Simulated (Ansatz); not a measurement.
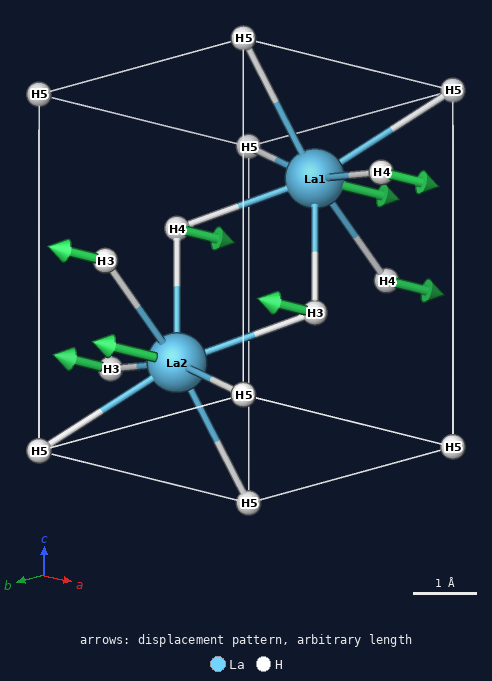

The lowest optical mode of solid La$_{2}$H$_{3}$ (a generated structure), space group P-3m1 (No. 164), at the zone centre. Displacements are drawn as green arrows; their common scale and sign are arbitrary. A ball-and-stick model of the cell of the calculation, seen from a free direction.

These are results of Ansatz 0.2.0, DFT PBE, scalar-relativistic, plane waves, PAW, not measurements.

The input:
```yaml
crystal:
  lattice:
    - [3.8480671371, 0.0, 0.0]
    - [-1.9240335686, 3.3325238962, 0.0]
    - [0.0, 0.0, 6.4382071036]
  atoms:
    - { symbol: La, position: [0.6666666667, 0.3333333333, 0.7563190871] }
    - { symbol: La, position: [0.3333333333, 0.6666666667, 0.2436809129] }
    - { symbol: H, position: [0.6666666667, 0.3333333333, 0.3799677222] }
    - { symbol: H, position: [0.3333333333, 0.6666666667, 0.6200322778] }
    - { symbol: H, position: [0.0, 0.0, 0.0] }
basis:
  ecutwfc: 420
kpoints:
  mp_grid: { grid: [12, 12, 6] }
hamiltonian:
  xc: pbe
scf:
  occupations: { method: fermi_dirac, width: 0.15 }
output:
  eigenvalues: true
phonons:
  method: dfpt
  eigenvectors: true
  qmesh: [2, 2, 1]
  temperatures: { t_max: 1000, t_step: 100 }
  qpath:
    path:
      - [[0.0, 0.0, 0.0], [0.5, 0.0, 0.0], [0.33333333, 0.33333333, 0.0], [0.0, 0.0, 0.0], [0.0, 0.0, 0.5], [0.5, 0.0, 0.5], [0.33333333, 0.33333333, 0.5], [0.0, 0.0, 0.5]]
      - [[0.5, 0.0, 0.5], [0.5, 0.0, 0.0]]
      - [[0.33333333, 0.33333333, 0.5], [0.33333333, 0.33333333, 0.0]]
    npoints: 8
```

Run as
```bash
ansatz run input.yaml --threads 1 --pin off --max-ram 3072MiB --backend cpu --events-out ev --progress --plain --runs-dir out
```

The frequencies depend somewhat on the k-mesh and the smearing.

Is the structure stable against all modes at this point?

Yes: this softest mode has a real frequency, and so have all others here. That speaks for this wave vector alone: the rest of the zone wasn't checked in this run. This is the E_g mode (doubly degenerate; one member of the set is drawn) at 51 cm⁻¹, the lowest optical level, Raman-active by symmetry. The H (1a) atoms stay at rest; all motion is along a; atoms of one kind move against one another, with no net shift of any sublattice.
